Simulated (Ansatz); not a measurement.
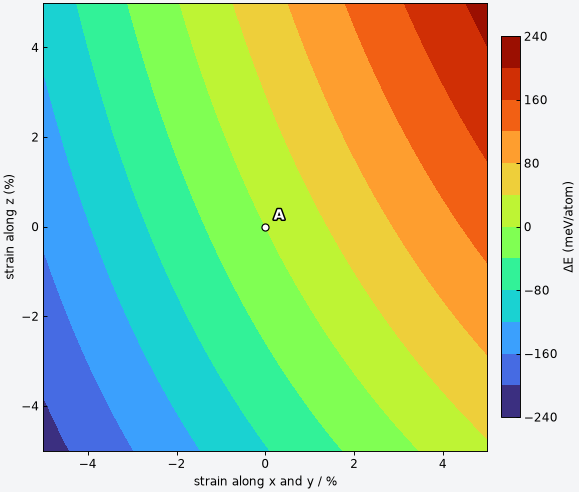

HCl (Fm-3m, No. 225; 2 atoms in the cell). The cell is strained homogeneously, by one strain along x and y and another along z, with fractional coordinates fixed (x, y and z along the cube axes). First axis: strain along x and y. Second axis: strain along z. Grid: 5 × 5 points. Points are written as (first, second). All energies are given in meV/atom relative to the unstrained cell. The reference cell is the one listed in the database, not relaxed at this level. Theory: Ansatz, DFT LDA, scalar-relativistic, plane waves, PAW. Settings: cutoff 420 eV, k-mesh 16×16×16, gaussian smearing 0.15 eV, no spin polarisation.

Drawn: filled contours, the point A. Between grid points the surface is interpolated.

### Is A at rest? If not, where is it pushed?

A, at (0.0 %, 0.0 %), is not a stationary point. The computed force is 29 meV/atom for each 1 % towards smaller values of strain along x and y and 14 meV/atom for each 1 % towards smaller values of strain along z.
